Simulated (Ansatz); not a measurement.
**TaN: geometry relaxation (part 2 of 2)**

Continued. System: TaN (12 atoms in the cell). Method: DFT r2SCAN, scalar-relativistic, plane waves, PAW, no spin polarisation (Ansatz 0.2.0); cutoff 500 eV, 6×6×6 k-mesh, Gaussian smearing of 0.1 eV. The structure derives from an entry of the Crystallography Open Database. It belongs to a series of runs on one base structure; here: 0 of 6 N sites taken by Bi, cell and atoms relaxed.

Geometry of the input (Å; fractional positions):
```
2.5998  -4.5030  0.0000
-5.1996  0.0000  0.0000
0.0000  0.0000  -5.8207
Ta 0.3333  0.6667  0.2500
Ta 0.3333  0.6667  0.7500
Ta 0.6667  0.3333  0.2500
Ta 0.6667  0.3333  0.7500
Ta 1.0000  1.0000  0.5000
Ta 1.0000  1.0000  0.0000
N  1.0000  0.6076  0.5000
N  1.0000  0.6076  0.0000
N  0.3924  0.3924  0.5000
N  0.3924  0.3924  0.0000
N  0.6076  1.0000  0.5000
N  0.6076  1.0000  0.0000
```

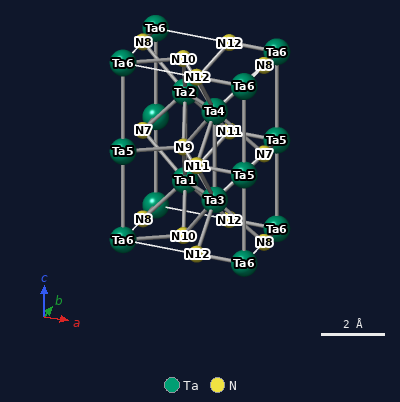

Fig. 1: The geometry at step 3 of the log (ball-and-stick view of the cell of the calculation, seen slightly off an axis; atoms are numbered from 1 in the order of the input).

## Output, continued
```
--- Forces (eV/Å), atoms counted from 1 ---
  atom   1  Ta    -0.00000000     0.00000000     0.00000000
  atom   2  Ta    -0.00000000     0.00000000     0.00000000
  atom   3  Ta     0.00000000    -0.00000000    -0.00000000
  atom   4  Ta     0.00000000    -0.00000000    -0.00000000
  atom   5  Ta     0.00000000     0.00000000     0.00000000
  atom   6  Ta     0.00000000     0.00000000     0.00000000
  atom   7  N      0.00312890    -0.00000000    -0.00000000
  atom   8  N      0.00312890    -0.00000000    -0.00000000
  atom   9  N     -0.00156445    -0.00270971    -0.00000000
  atom  10  N     -0.00156445    -0.00270971    -0.00000000
  atom  11  N     -0.00156445     0.00270971    -0.00000000
  atom  12  N     -0.00156445     0.00270971    -0.00000000
  max |Σ_I F_I| component: 2.15e-16 eV/Å
--- Stress (GPa, compression-positive) ---
        0.003941       0.000000      -0.000000
       -0.000000       0.003941       0.000000
       -0.000000       0.000000      -0.014577
  P = ⅓ Tr σ = -0.0022 GPa (-0.022 kbar)
--- Band table (eV; the first three rows and the last of 28) ---
  k-point 0: bands = ["-51.6759", "-51.6283", "-51.6278", "-51.5823", "-50.9803", "-50.9364", "-18.1617", "-17.9564", "-17.8355", "-17.8355", "-17.6772", "-17.6772", "-17.4681", "-17.4681", "-17.2933", "-17.2933", "-17.2871", "-17.1757", "-17.0644", "-16.9973", "-16.9973", "-16.9967", "-16.9967", "-16.3500", "0.2999", "2.3727", "2.3727", "2.5585", "2.9631", "2.9631", "9.9989", "10.3346", "11.5099", "11.5099", "12.1436", "12.1436", "12.8014", "12.8014", "12.9527", "13.6611", "13.6611", "14.0009", "14.4075", "14.4075", "14.8997", "14.8997", "15.0759", "15.1058", "16.1158", "16.6954", "16.6954", "17.7094", "18.7295", "18.7295", "20.4512", "20.4512", "21.5765", "21.6777", "21.7031", "21.7031", "21.7589", "21.7589", "22.1138", "22.1138", "22.4566", "23.0676"]
  k-point 1: bands = ["-51.6727", "-51.6311", "-51.6252", "-51.5854", "-50.9774", "-50.9394", "-18.1068", "-17.9068", "-17.8251", "-17.8251", "-17.6880", "-17.6880", "-17.4577", "-17.4577", "-17.3497", "-17.3068", "-17.3068", "-17.2309", "-17.0188", "-16.9956", "-16.9956", "-16.9955", "-16.9955", "-16.4003", "0.4322", "2.3744", "2.4150", "2.4150", "2.9266", "2.9266", "10.2334", "10.6145", "11.5482", "11.5482", "12.2969", "12.2969", "12.6901", "12.6901", "13.0704", "13.5816", "13.5816", "13.6861", "14.3804", "14.3804", "14.7195", "14.7558", "14.7558", "14.9718", "16.3600", "16.8607", "16.8607", "18.0647", "18.4130", "18.4130", "20.8444", "20.8444", "21.1247", "21.6569", "21.6569", "21.6916", "21.8156", "21.8156", "22.0437", "22.0437", "22.5977", "23.0370"]
  k-point 2: bands = ["-51.6639", "-51.6399", "-51.6168", "-51.5938", "-50.9694", "-50.9474", "-17.9543", "-17.7965", "-17.7965", "-17.7694", "-17.7173", "-17.7173", "-17.5176", "-17.4284", "-17.4284", "-17.3795", "-17.3420", "-17.3420", "-16.9932", "-16.9932", "-16.9925", "-16.9925", "-16.8926", "-16.5357", "0.8016", "1.9081", "2.5287", "2.5287", "2.8245", "2.8245", "10.8926", "11.3585", "11.6956", "11.6956", "12.3593", "12.3593", "12.6981", "12.6981", "12.8713", "13.1424", "13.5051", "13.5051", "14.0860", "14.2006", "14.2006", "14.4516", "14.4516", "14.6774", "17.1251", "17.2322", "17.2322", "17.9917", "17.9917", "18.8988", "19.8093", "21.2972", "21.2972", "21.4304", "21.4304", "21.6025", "21.7916", "21.7916", "22.0298", "22.0649", "22.0649", "22.9834"]
  k-point 27: bands = ["-51.6286", "-51.6286", "-51.6286", "-51.6286", "-50.9586", "-50.9586", "-17.8086", "-17.8086", "-17.6872", "-17.6872", "-17.6872", "-17.6872", "-17.5625", "-17.5625", "-17.5625", "-17.5625", "-17.2960", "-17.2960", "-16.9976", "-16.9976", "-16.9976", "-16.9976", "-16.7094", "-16.7094", "2.2618", "2.2618", "2.2618", "2.2618", "2.3435", "2.3435", "11.3047", "11.3047", "11.3168", "11.3168", "11.3168", "11.3168", "12.9380", "12.9380", "12.9380", "12.9380", "13.6584", "13.6584", "13.9311", "13.9311", "14.5926", "14.5926", "14.5926", "14.5926", "17.3097", "17.3097", "17.8169", "17.8169", "17.8169", "17.8169", "21.0402", "21.0402", "21.0946", "21.0946", "21.0946", "21.0946", "21.7461", "21.7461", "22.9391", "22.9391", "22.9391", "22.9391"]
--- Relaxed structure (3 steps of the walk, 2 accepted, 1 SCFs on fresh bases) ---
  F+E_penalty+E_count = -61991.08711433 eV   max|allowed force component| = 3.129e-3 eV/Å   (the final SCF, on the basis selected at the relaxed cell)
  cell:  # Å, volume = 136.2801 Å³
    - [2.6004283733760283, -4.50407406418872, 0.0]
    - [-5.200856746802068, 2.8874410267489368e-11, 0.0]
    - [0.0, 0.0, -5.817708543386935]
  atoms:
    - { symbol: Ta, position: [0.33333333333333337, 0.6666666666666669, 0.25000000000000006] }
    - { symbol: Ta, position: [0.33333333333333337, 0.6666666666666669, 0.7500000000000001] }
    - { symbol: Ta, position: [0.6666666666666667, 0.3333333333333334, 0.25000000000000006] }
    - { symbol: Ta, position: [0.6666666666666667, 0.3333333333333334, 0.7500000000000001] }
    - { symbol: Ta, position: [1.0, 1.0000000000000002, 0.5000000000000001] }
    - { symbol: Ta, position: [1.0, 1.0000000000000002, -2.1541337735730331e-38] }
    - { symbol: N, position: [1.0, 0.6076496557808293, 0.5000000000000001] }
    - { symbol: N, position: [1.0, 0.6076496557808293, -2.1541337735730331e-38] }
    - { symbol: N, position: [0.39235034421917075, 0.3923503442191709, 0.5000000000000001] }
    - { symbol: N, position: [0.39235034421917075, 0.3923503442191709, -2.1541337735730331e-38] }
    - { symbol: N, position: [0.6076496557808293, 1.0000000000000002, 0.5000000000000001] }
    - { symbol: N, position: [0.6076496557808293, 1.0000000000000002, -2.1541337735730331e-38] }
```

## Trajectory as extended XYZ (Å, eV, eV/Å), 4 frames, from step=1 to step=4
```
12
Lattice="2.5998 -4.5030 0.0000 -5.1996 0.0000 0.0000 0.0000 0.0000 -5.8207" Properties=species:S:1:pos:R:3:forces:R:3 step=1 energy=-61991.08703 pressure_GPa=-0.03
Ta   -2.5998   -1.5010   -1.4552    0.0000   0.0000   0.0000
Ta   -2.5998   -1.5010   -4.3655    0.0000   0.0000   0.0000
Ta    0.0000   -3.0020   -1.4552    0.0000   0.0000   0.0000
Ta    0.0000   -3.0020   -4.3655    0.0000   0.0000   0.0000
Ta   -2.5998   -4.5030   -2.9104    0.0000   0.0000   0.0000
Ta   -2.5998   -4.5030    0.0000    0.0000   0.0000   0.0000
N    -0.5594   -4.5030   -2.9104    0.0009   0.0000   0.0000
N    -0.5594   -4.5030    0.0000    0.0009   0.0000   0.0000
N    -1.0202   -1.7670   -2.9104   -0.0005  -0.0008   0.0000
N    -1.0202   -1.7670    0.0000   -0.0005  -0.0008   0.0000
N    -3.6200   -2.7360   -2.9104   -0.0005   0.0008   0.0000
N    -3.6200   -2.7360    0.0000   -0.0005   0.0008   0.0000
12
Lattice="2.6017 -4.5063 0.0000 -5.2034 0.0000 0.0000 0.0000 0.0000 -5.8122" Properties=species:S:1:pos:R:3:forces:R:3 step=2 energy=-61991.08683 pressure_GPa=0.03 accepted=F
Ta   -2.6017   -1.5021   -1.4531    0.0000   0.0000   0.0000
Ta   -2.6017   -1.5021   -4.3592    0.0000   0.0000   0.0000
Ta    0.0000   -3.0042   -1.4531    0.0000   0.0000   0.0000
Ta    0.0000   -3.0042   -4.3592    0.0000   0.0000   0.0000
Ta   -2.6017   -4.5063   -2.9061    0.0000   0.0000   0.0000
Ta   -2.6017   -4.5063    0.0000    0.0000   0.0000   0.0000
N    -0.5610   -4.5063   -2.9061    0.0126   0.0000   0.0000
N    -0.5610   -4.5063    0.0000    0.0126   0.0000   0.0000
N    -1.0204   -1.7673   -2.9061   -0.0063  -0.0109   0.0000
N    -1.0204   -1.7673    0.0000   -0.0063  -0.0109   0.0000
N    -3.6221   -2.7390   -2.9061   -0.0063   0.0109   0.0000
N    -3.6221   -2.7390    0.0000   -0.0063   0.0109   0.0000
12
Lattice="2.6004 -4.5041 0.0000 -5.2009 0.0000 0.0000 0.0000 0.0000 -5.8177" Properties=species:S:1:pos:R:3:forces:R:3 step=3 energy=-61991.08712 pressure_GPa=-0.00
Ta   -2.6004   -1.5014   -1.4544    0.0000   0.0000   0.0000
Ta   -2.6004   -1.5014   -4.3633    0.0000   0.0000   0.0000
Ta    0.0000   -3.0027   -1.4544    0.0000   0.0000   0.0000
Ta    0.0000   -3.0027   -4.3633    0.0000   0.0000   0.0000
Ta   -2.6004   -4.5041   -2.9089    0.0000   0.0000   0.0000
Ta   -2.6004   -4.5041    0.0000    0.0000   0.0000   0.0000
N    -0.5599   -4.5041   -2.9089    0.0031   0.0000   0.0000
N    -0.5599   -4.5041    0.0000    0.0031   0.0000   0.0000
N    -1.0203   -1.7672   -2.9089   -0.0016  -0.0027   0.0000
N    -1.0203   -1.7672    0.0000   -0.0016  -0.0027   0.0000
N    -3.6207   -2.7369   -2.9089   -0.0016   0.0027   0.0000
N    -3.6207   -2.7369    0.0000   -0.0016   0.0027   0.0000
12
Lattice="2.6004 -4.5041 0.0000 -5.2009 0.0000 0.0000 0.0000 0.0000 -5.8177" Properties=species:S:1:pos:R:3:forces:R:3 step=4 energy=-61991.08711 pressure_GPa=-0.00
Ta   -2.6004   -1.5014   -1.4544    0.0000   0.0000   0.0000
Ta   -2.6004   -1.5014   -4.3633    0.0000   0.0000   0.0000
Ta    0.0000   -3.0027   -1.4544    0.0000   0.0000   0.0000
Ta    0.0000   -3.0027   -4.3633    0.0000   0.0000   0.0000
Ta   -2.6004   -4.5041   -2.9089    0.0000   0.0000   0.0000
Ta   -2.6004   -4.5041    0.0000    0.0000   0.0000   0.0000
N    -0.5599   -4.5041   -2.9089    0.0031   0.0000   0.0000
N    -0.5599   -4.5041    0.0000    0.0031   0.0000   0.0000
N    -1.0203   -1.7672   -2.9089   -0.0016  -0.0027   0.0000
N    -1.0203   -1.7672    0.0000   -0.0016  -0.0027   0.0000
N    -3.6207   -2.7369   -2.9089   -0.0016   0.0027   0.0000
N    -3.6207   -2.7369    0.0000   -0.0016   0.0027   0.0000
```

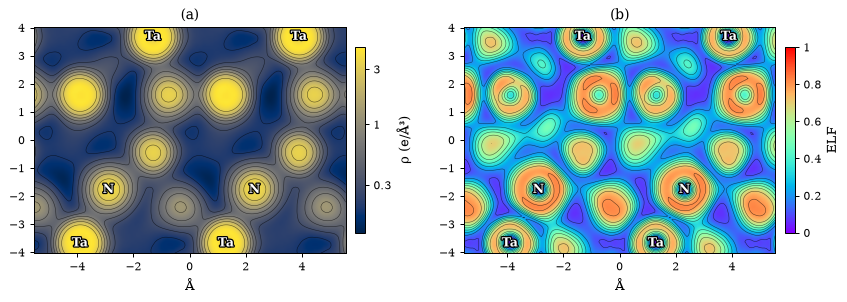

Fig. 2: (a) valence electron density; (b) electron localisation function on the (101) plane of the calculation cell. Atoms in the plane: Ta and N. Ta–N (2.16 Å): ρ at the midpoint is about 0.62 e/Å³; the ELF is about 0.20 at the midpoint; a polar contact without a shared pair, in a metal. Away from the nuclei the density in this plane falls to 0.12 e/Å³ at its lowest. The strong features right at Ta lie inside the PAW spheres (semicore, d or f shells) and say nothing about bonding. Core electrons are frozen (PAW), so the fields are smoothed inside the atomic spheres.

## Key numbers

| quantity | value |
| --- | --- |
| outcome | converged |
| space group (tolerance 0.01 Å) | P-62m (189) |
| electrons treated | 108 |
| free energy | −61991.0871 eV |
| Fermi energy | 19.628 eV |
| gap on the k-point mesh | none (metallic) |
| pressure | 0.00 GPa |
| final volume | 136.28 Å³ |
| largest force (length of the vector) at the end | 0.003 eV/Å |
| final cell | a = 5.201 Å, b = 5.201 Å, c = 5.818 Å, α = 90.00°, β = 90.00°, γ = 120.00° |
| wall time | 90 s (CPU time 2.9 min) |
| peak memory | 0.81 GiB |

## Remarks

Spin–orbit coupling is left out, which matters for Ta.
